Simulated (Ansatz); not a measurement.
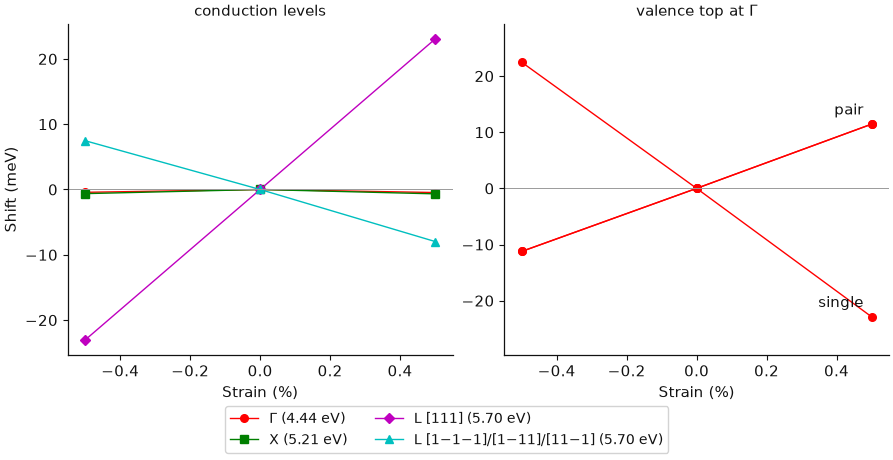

Shifts of the lowest conduction level at the points named, against the centre of the valence top at Γ (unstrained energies in the legend), and the splitting of that top about its centre. Directions are on the cubic axes.

System: rocksalt NaI, space group Fm-3m (No. 225), 2 atoms in the primitive cell, in a cell relaxed beforehand; cubic a = 6.467 Å. Here equal engineering shears of ±0.5 % are applied in xy, yz and zx, and the atoms are carried along without relaxing. Method: r2SCAN, Ansatz PAW set, no spin polarisation, no spin-orbit coupling, 6×6×6 k mesh, 500 eV cutoff, fixed occupations (Ansatz 0.2.0).

> How fast does each conduction level move?

For each 1 % of strain: 0 meV at Γ, 0 meV at X, +46 meV at L [111] and −15 meV at L [1−1−1]/[1−11]/[11−1].

> What shear deformation potential follows for the L levels?

For the L levels, with εxy half the engineering shear γ, E[111] − E[others] = (8/3) Ξu εxy = (4/3) Ξu γ. The splitting is +62 meV for γ = 1 %, so Ξu = 4.6 eV.

> How does the valence top split?

The threefold valence top splits at 68 meV for each 1 % of strain; at positive shear the single level lies below the pair.

Spin-orbit coupling is left out, which matters for I. The PAW data sets were made with another functional. LDA, GGA and most meta-GGA functionals understate gaps. Spin-orbit coupling, left out here, splits this threefold top even without strain.
